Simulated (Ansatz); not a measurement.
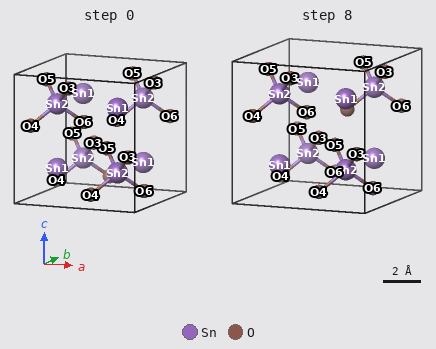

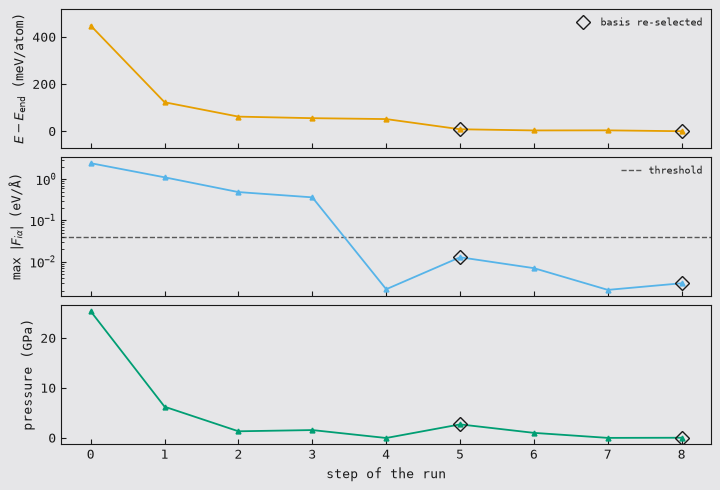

First and last geometry of a relaxation of a crystal of SnO2 (a generated structure, set up in F-43m) (coarse preliminary run), with the history of the run. A ball-and-stick model of the conventional cell (4 times the calculation's cell), seen slightly off an axis. Lengths and directions refer to the drawn axes.

Computed with DFT PBE, scalar-relativistic, plane waves, PAW in Ansatz. (plane-wave cutoff 420 eV; k-point mesh 4 × 4 × 4; occupations gaussian; smearing width 0.1 eV; no spin polarisation; cell and atoms relaxed; force threshold 0.04 eV/Å; at most 70 steps)

Question: Did the run converge, and what did it change?

Answer: It converged. Over 6 accepted moves (8 points after the start) the energy falls by 448 meV per atom. The largest force component goes from 2.4 to 0.003 eV/Å. The pressure goes from 25.36 to 0.02 GPa. The SCF was repeated twice at an unchanged geometry on a basis and grid sized afresh for the cell, which shifted the energy by 43.2 meV per atom at most. The largest moves relative to the cell, 0.17 Å, are those of O3, O4, O5 and O6. O3 goes along [−1 1 −1]. Sn stays in place. The volume changes by +33.3 %, with a = b = c 7.149 → 7.868 Å (+10.1 %). Among the contacts that change: Sn2–O3 1.917 → 1.944 Å. The space group stays F-43m (No. 216). Cost: 27 s on 1 thread of Arm Neoverse V1 (shared host), peak memory 0.34 GiB.

Limits of the set-up: layers or molecules are held without a dispersion correction, so their spacing is unreliable.
